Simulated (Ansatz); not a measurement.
System: zincblende BeTe, space group F-43m, 2 atoms in the primitive cell, relaxed with r2SCAN; cubic a = 5.657 Å. Starting point: PBE, Ansatz PAW set, no spin polarisation, no spin-orbit coupling, 4×4×4 k mesh, 420 eV cutoff, fixed occupations (Ansatz 0.2.0). Many-body step: G0W0 with empty bands 188, screening cutoff 150 eV and frequency treatment contour deformation.

In PBE the smallest gap over these k points is 2.01 eV, with direct gaps of 3.63 eV at Γ, 4.15 eV at L and 4.60 eV at X.

What does G0W0 give?

Over the k points that were corrected, the smallest gap goes from 2.01 eV in PBE (Γ to X) to 2.83 eV in G0W0 (Γ to X), a change of +0.82 eV (+41 %). Counted from the valence top, the lowest empty level moves by +1.06 eV at Γ, +0.99 eV at L and +0.82 eV at X; over the 5 points that were corrected the shifts run from +0.82 to +1.06 eV: a spread of 0.24 eV on a mean of 0.96 eV, so one scissor shift describes this level only roughly. The top filled level also moves against the valence top, by −0.11 eV at X. Down to 2.6 eV under the top, the filled levels drop by about 0.04 eV more for each eV of depth, so the valence band is stretched by about 4 %.

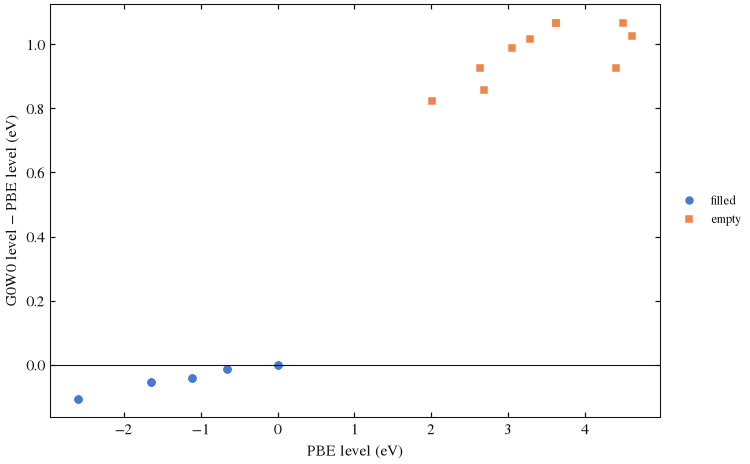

Change of each level from PBE to G0W0 against its PBE energy, both sets counted from their own valence top.

| k point | PBE direct gap (eV) | G0W0 direct gap (eV) |
| --- | --- | --- |
| Γ | 3.63 | 4.69 |
| L | 4.15 | 5.18 |
| X | 4.60 | 5.53 |

The k mesh is coarse (spacing up to 0.48 Å⁻¹), so the values aren't converged. Spin-orbit coupling is left out, which matters for Te. Bands, cutoffs and mesh are finite, so these values aren't at the basis limit.
